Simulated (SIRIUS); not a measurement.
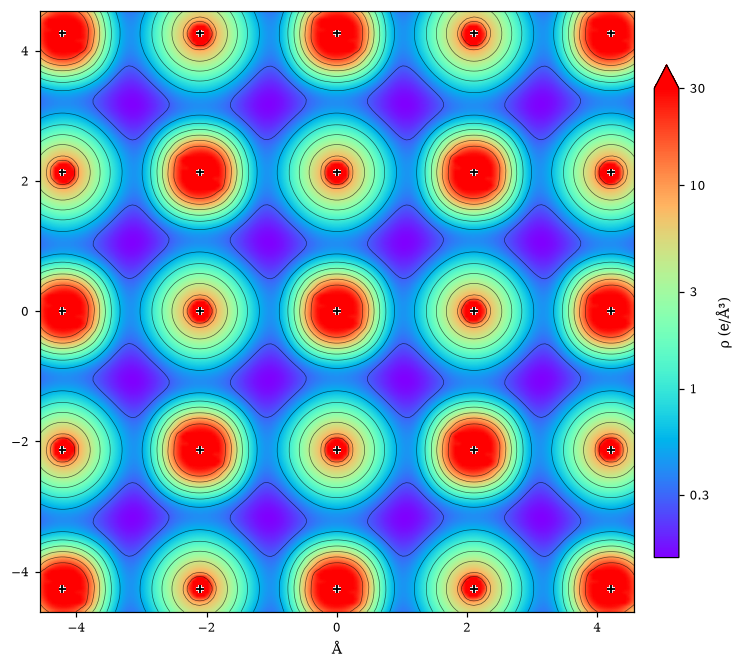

The electron density on a plane through atoms (crosses mark nuclei in the plane).

These are results of SIRIUS 7.12.0, Kohn-Sham DFT of a periodic cell, PBE, all-electron FP-LAPW, not measurements.

Candidates:
A. CoO, a = 3.02 Å, b = 3.02 Å, c = 4.21 Å, α = 90.00°, β = 90.00°, γ = 90.00°. Space group I4/mmm; spin-polarised.
B. WS₂, a = 3.18 Å, b = 3.18 Å, c = 16.95 Å, α = 90.00°, β = 90.00°, γ = 120.00°. Space group P-6m2; a structure from a database of computed crystals, not necessarily the ambient phase.
C. C, a = 3.57 Å, b = 3.57 Å, c = 3.57 Å, α = 90.00°, β = 90.00°, γ = 90.00°. Space group Fd-3m.

Which candidate gave the map?

Candidate A: CoO on the (11̄0) plane of the conventional cell, which holds Co and O. Co–O (2.11 Å): the density is about 0.43 e/Å³ at the midpoint.
